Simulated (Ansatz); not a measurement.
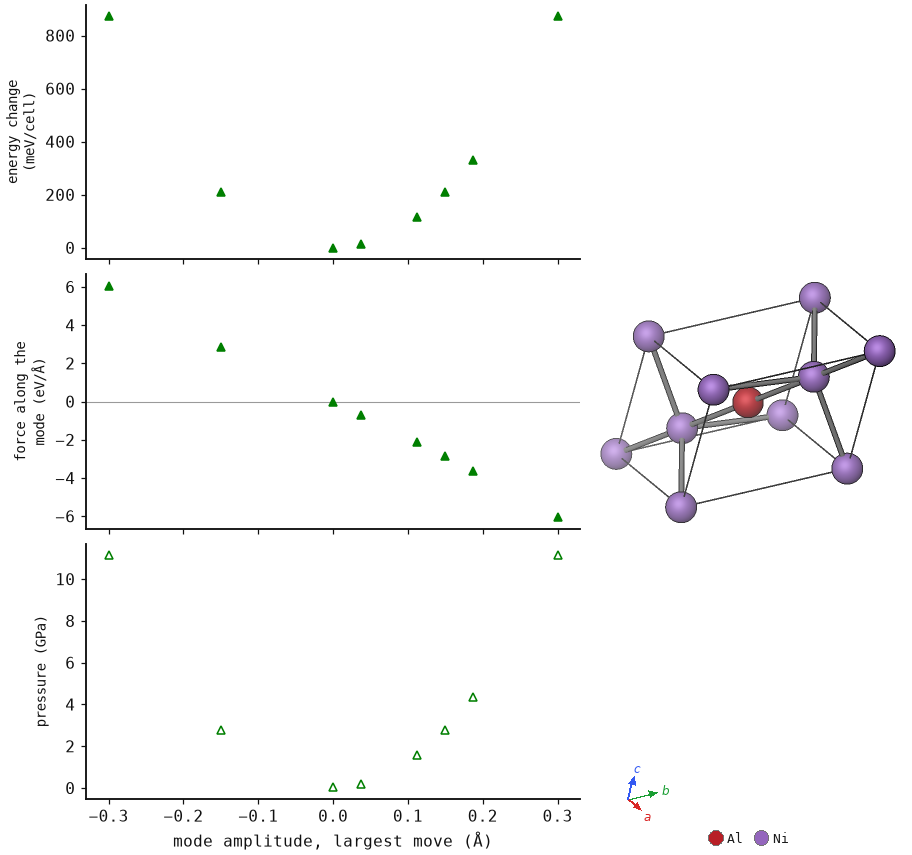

The plot gives the computed energy change, force along the mode and pressure against mode amplitude for AlNi₃, space group Fm-3m (No. 225). The cell is drawn beside the plot.

Structure:
```
CELL_PARAMETERS angstrom
0.00000 2.80189 2.80189
2.80189 0.00000 2.80189
2.80189 2.80189 0.00000
ATOMIC_POSITIONS crystal
Al 0.50000 0.50000 0.50000
Ni 0.25000 0.25000 0.25000
Ni 0.00000 0.00000 0.00000
Ni 0.75000 0.75000 0.75000
```

Displacement pattern for amplitude 1 (x, y, z for each atom, in the order of the cell):
| atom | x | y | z |
| --- | --- | --- | --- |
| Al1 | −0.45 | 0.00 | 0.00 |
| Ni2 | −0.40 | 0.00 | 0.00 |
| Ni3 | 1.00 | 0.00 | 0.00 |
| Ni4 | −0.40 | 0.00 | 0.00 |

How it was computed, with Ansatz 0.2.0: a normal mode of the cell frozen into a crystal at growing amplitude, by plane-wave density functional theory with PAW datasets, free energies less that of the undisturbed cell, pressure positive in compression; scalar-relativistic. Level: r2SCAN, no spin polarisation.

```json
{"setting": "wave cutoff", "value": "500 eV"}
{"setting": "k mesh", "value": "14×14×14"}
{"setting": "occupations", "value": "Gaussian"}
{"setting": "smearing width", "value": "0.15 eV"}
{"setting": "k shift", "value": "(0, 0, 0) (mesh steps)"}
{"setting": "start", "value": "relaxed"}
```

The points at mode amplitude −0.225, −0.075, 0.15 and 0.3 follow from computed ones by symmetry.

The points at mode amplitude −0.2250 Å, −0.0750 Å, 0.0750 Å, 0.2250 Å and 0.2625 Å are left out of the plot. What values does the calculation give there?

| mode amplitude, largest move (Å) | energy change (meV/cell) | force along the mode (eV/Å) | pressure (GPa) |
| --- | --- | --- | --- |
| −0.2250 | 481.4 | 4.4 | 6.3 |
| −0.0750 | 51.9 | 1.4 | 0.7 |
| 0.0750 | 51.9 | −1.4 | 0.7 |
| 0.2250 | 481.4 | −4.4 | 6.3 |
| 0.2625 | 661.9 | −5.2 | 8.5 |

Caveats: no spin polarisation, a magnetic state may lie lower.
